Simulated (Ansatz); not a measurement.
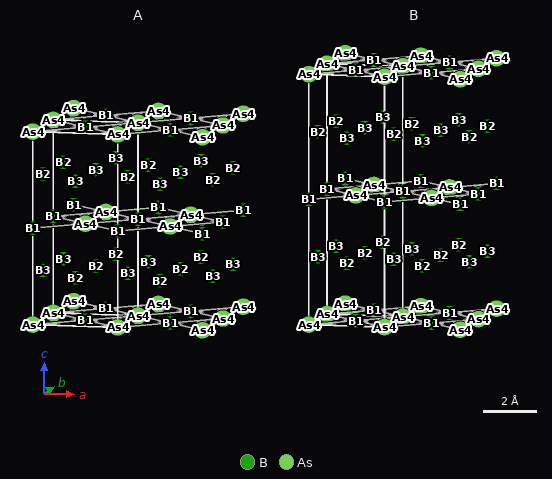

Two geometries of crystalline B₃As (built on the TiAl3 (D0_22)_139 type) (coarse preliminary run), drawn at one scale. One is the start of a relaxation, the other its converged end. A ball-and-stick model of the conventional cell (2 times the calculation's cell), repeated 2 × 2 × 1 with one cell outlined, seen slightly off an axis. Lengths and directions refer to the drawn axes.

Theory: DFT r2SCAN, scalar-relativistic, plane waves, PAW (Ansatz 0.2.0). Set-up: plane-wave cutoff 500 eV; k-point mesh 8 × 8 × 8; occupations gaussian; smearing width 0.1 eV; no spin polarisation; cell and atoms relaxed; force threshold 0.04 eV/Å; at most 70 steps.

**Which of the two is the end point?**

Structure B is the relaxed one. Case: TiAl3 (D0_22) type (I4/mmm, No. 139). The atoms keep their places relative to the cell (all moves are under 0.005 Å). Cell: a = b 3.307 → 2.950 Å (−10.8 %), c 7.387 → 9.584 Å (+29.7 %). Volume +3.3 %. Among the contacts that change: As4–As4 3.307 → 2.950 Å, B2–As4 2.479 → 2.814 Å, B1–As4 2.338 → 2.086 Å. The space group stays I4/mmm (No. 139). Over 9 accepted moves (11 points after the start) the energy falls by 1.338 eV per cell of the calculation. All forces vanish by symmetry, so only the cell relaxes. The pressure goes from −6.06 to 0.28 GPa. The SCF was repeated twice at an unchanged geometry on a basis and grid sized afresh for the cell, which shifted the energy by 13.1 meV per cell of the calculation at most. Cost: 85 s on 1 thread of Arm Neoverse V2 (shared host), peak memory 0.65 GiB.
